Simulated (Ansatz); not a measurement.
Given this structure, coordinates from a relaxation with DFT, RPBE, plane waves (420 eV) with PAW, scalar-relativistic (Ansatz); the starting structure was generated, so it need not be a known form of this composition, written in its standard cell:

```
Ni
1.0
     4.51147    0.00000    0.00000
     0.00000    4.51147    0.00000
     0.00000    0.00000    4.51147
Ni
8
Direct
  0.00000 0.00000 0.00000
  0.50000 0.50000 0.50000
  0.25000 0.00000 0.50000
  0.75000 0.00000 0.50000
  0.50000 0.25000 0.00000
  0.50000 0.75000 0.00000
  0.00000 0.50000 0.25000
  0.00000 0.50000 0.75000
```

### Predict the [001] zone-axis pattern (300 kV, kinematic, B = 0.5 Å²).

The spots form a square net with both shortest vectors at d = 4.51 Å, 90.0° apart. They are 1 0 0 (itself extinct) and 0 1 0 (itself extinct). The pattern has symmetry 4mm. A screw axis and a glide plane both extinguish reflections such as 0 1 0, 1 0 0, 0 3 0; reflections such as 1 4 0, 4 -1 0 are allowed by the space group but vanish because the atoms sit on special positions; reflections such as 1 -1 0, 1 1 0, 2 -2 0 are allowed but too weak to see at this display level.

Strongest reflections with d > 1.39 Å, one of each family (|F|² from tabulated Gaussian fits of the electron scattering factors, times a small damping for the curvature of the Ewald sphere):

```
  hkl  d (Å)  I (strongest = 100)
2 0 0  2.256                  100
2 1 0  2.018                   82
```

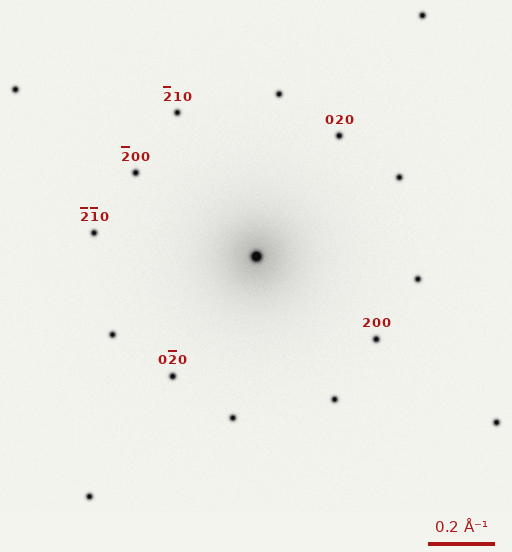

Calculated pattern, seen from the source side with [001] pointing towards the source.
